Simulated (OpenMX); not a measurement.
# Energy of Ti along an even scaling of the cell

System: Ti (P6₃/mmc, 2 atoms in the cell).
Method: Kohn-Sham DFT of a periodic cell, PBE, OpenMX 2013 PBE set, no spin polarisation (OpenMX 3.8.5).

The 7 runs differ only in the geometry, by an even scaling of the cell at fixed fractional positions. The structure derives from an entry of the Crystallography Open Database.

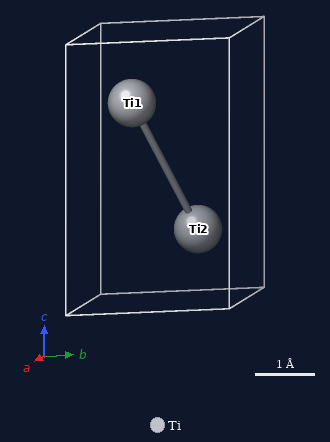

Figure 1. The structure of run 4 (ball-and-stick view of the cell of the calculation, seen slightly off an axis; atoms are numbered from 1 in the order of the input).

### Input of run 4
```
System.CurrrentDirectory             ./
System.Name                          Ti
DATA.PATH                            ./DFT_DATA13
level.of.stdout                      1
level.of.fileout                     0
Species.Number                       1
<Definition.of.Atomic.Species
  Ti  Ti9.0-s3p2d1           Ti_PBE13
Definition.of.Atomic.Species>

Atoms.Number                         2
Atoms.SpeciesAndCoordinates.Unit     FRAC
<Atoms.SpeciesAndCoordinates
    1  Ti    0.6666666667    0.3333333333    0.7500000000   6.000  6.000
    2  Ti    0.3333333333    0.6666666667    0.2500000000   6.000  6.000
Atoms.SpeciesAndCoordinates>

Atoms.UnitVectors.Unit               Ang
<Atoms.UnitVectors
     2.9500000000    0.0000000000    0.0000000000
    -1.4750000000    2.5547749412    0.0000000000
     0.0000000000    0.0000000000    4.6800000000
Atoms.UnitVectors>

scf.XcType                           GGA-PBE
scf.SpinPolarization                 off
scf.ElectronicTemperature            580.226
scf.energycutoff                     400.0
scf.maxIter                          100
scf.EigenvalueSolver                 band
scf.Kgrid                            11 11 7
scf.Mixing.Type                      rmm-diisk
scf.Init.Mixing.Weight               0.05
scf.Min.Mixing.Weight                0.001
scf.Max.Mixing.Weight                0.3
scf.Mixing.History                   25
scf.Mixing.StartPulay                8
scf.criterion                        1.0e-8
MD.Type                              nomd
```

Command:
```bash
openmx Ti.dat -nt 1 > Ti.std
```

Run 3 has the same physical settings and fractional positions; its lattice vectors (Å) are:
```
   2.930201    0.000000    0.000000
  -1.465100    2.537628    0.000000
   0.000000    0.000000    4.648590
```

### Results, with one run withheld

| run | volume per atom (Å³) | free energy per atom, from the lowest run given (meV) |
| --- | --- | --- |
| 1 | 16.577 | 22.78 |
| 2 | 16.930 | 9.16 |
| 3 | 17.283 | ? |
| 4 | 17.636 | 0.00 |
| 5 | 17.988 | 3.43 |
| 6 | 18.341 | 11.49 |
| 7 | 18.694 | 23.84 |

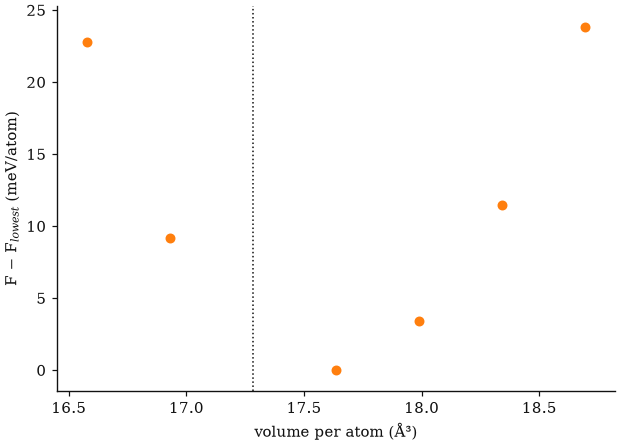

Figure 2. Free energy per atom of the runs given; the dotted line marks run 3.

Estimate the energy of run 3 from the others.

A cubic polynomial in V^(−2/3) (the Birch–Murnaghan form), fitted to the 6 runs given, misses them by at most 0.02 meV per atom. With x = V^(−2/3) − 0.14742 Å⁻², it reads F = 0.11772 − 698.08 x + 6.6744e+05 x² − 6.073e+05 x³ (meV per atom). At run 3 it gives 1.75 meV per atom, and the run itself gives 1.73. The fit has its minimum at 17.573 Å³ per atom, where V d²F/dV² gives 118 GPa. Cell shape and fractional positions are held, so this is the stiffness under even scaling; the relaxed bulk modulus wasn't computed.

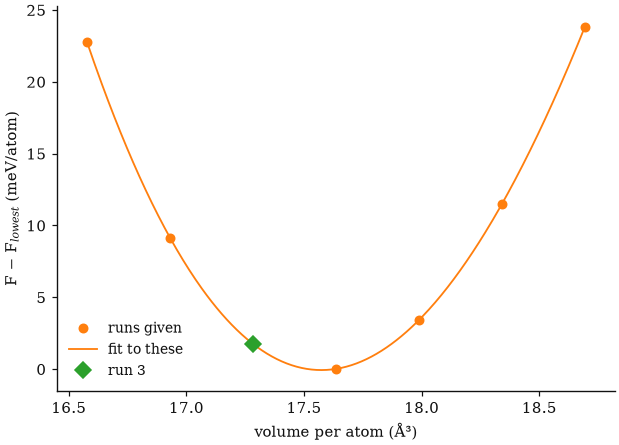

Figure 3. The fit and the withheld run.

### Some lines of the output (run 3)
```
[...]
  Cell_Volume =    233.261519167625 (Bohr^3)
        Total energy (Hartree) at MD = 1
   kloop=0
   kloop=1
   kloop=423
```

Notes: With a small basis of atomic orbitals these values can differ much from converged plane-wave results.
